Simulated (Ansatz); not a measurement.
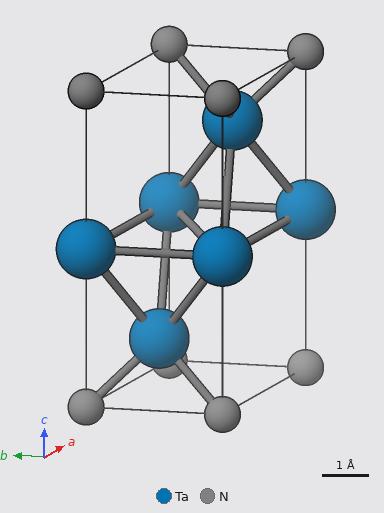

A ball-and-stick picture of a crystal structure, seen from a general direction. The parallelepiped is the conventional unit cell.

Ta₃N, space group P-3m1 (No. 164), a = 2.99 Å, b = 2.99 Å, c = 7.60 Å, α = 90.00°, β = 90.00°, γ = 120.00°.

Method used: DFT r2SCAN, scalar-relativistic, plane waves, PAW (Ansatz 0.2.0). It ran with wavefunction cutoff 500 eV, a 24×24×8 grid in reciprocal space, Gaussian smearing of 0.15 eV, no spin polarisation.

Is the electronic structure metallic or gapped?

Answer. A metal: bands cross the Fermi level.

What pressure does the calculation give for this cell?

Answer. The computed pressure is 0.0 GPa, close to zero.

Its origin is a structure listed in the Materials Project. Earlier steps of the study, as a rule a relaxation of our own, may have changed the cell and positions, so they can lie some per cent off the listed ones. It was run through Ansatz as a DFT input.
